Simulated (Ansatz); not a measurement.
System InCuSe2 (space group I-42d, No. 122); source of the atomic positions: a calculation's input that goes back to an entry of the Crystallography Open Database (an earlier step may have relaxed or displaced it).

```yaml
crystal:
  lattice:
    - [5.78361, 0.00000, 0.00000]
    - [0.00000, 5.78361, 0.00000]
    - [0.00000, 0.00000, 11.62140]
  atoms:
    - { symbol: In, position: [0.50000, 0.50000, 0.00000] }
    - { symbol: In, position: [0.50000, 0.00000, 0.25000] }
    - { symbol: Cu, position: [0.00000, 0.00000, 0.00000] }
    - { symbol: Cu, position: [0.00000, 0.50000, 0.25000] }
    - { symbol: Se, position: [0.22738, 0.25000, 0.12500] }
    - { symbol: Se, position: [0.75000, 0.27262, 0.37500] }
    - { symbol: Se, position: [0.77262, 0.75000, 0.12500] }
    - { symbol: Se, position: [0.25000, 0.72738, 0.37500] }
    - { symbol: In, position: [0.00000, 0.00000, 0.50000] }
    - { symbol: In, position: [0.00000, 0.50000, 0.75000] }
    - { symbol: Cu, position: [0.50000, 0.50000, 0.50000] }
    - { symbol: Cu, position: [0.50000, 0.00000, 0.75000] }
    - { symbol: Se, position: [0.72738, 0.75000, 0.62500] }
    - { symbol: Se, position: [0.25000, 0.77262, 0.87500] }
    - { symbol: Se, position: [0.27262, 0.25000, 0.62500] }
    - { symbol: Se, position: [0.75000, 0.22738, 0.87500] }
```

Describe how the polyhedra about Cu and In are linked (bonds: Cu–Se below 2.7 Å and In–Se below 2.9 Å).

Cu: CuSe4 tetrahedron, sharing corners with twelve neighbours; In: InSe4 tetrahedron, sharing corners with twelve neighbours.

They form a three-dimensional framework of corner-sharing tetrahedra.

Centre to centre across a shared corner: 4.09 to 4.10 Å.

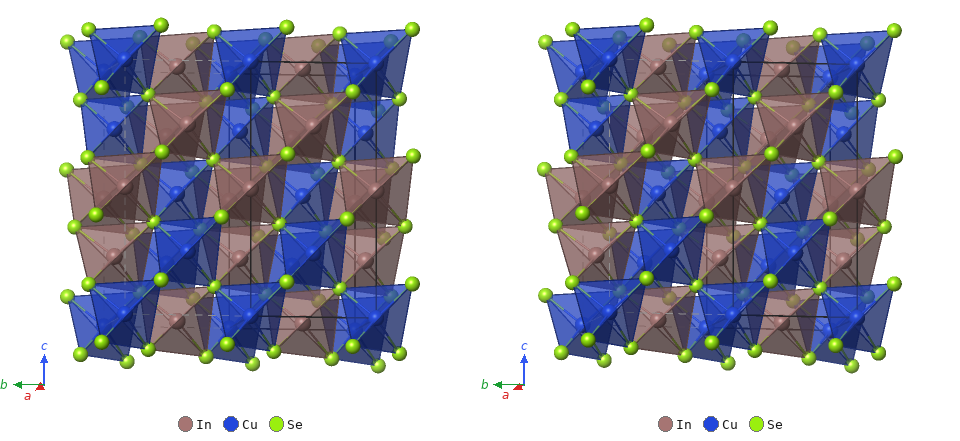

Polyhedra are drawn about Cu and In (bonds: Cu–Se below 2.7 Å and In–Se below 2.9 Å); other atoms are plain spheres. Two views of the same piece.
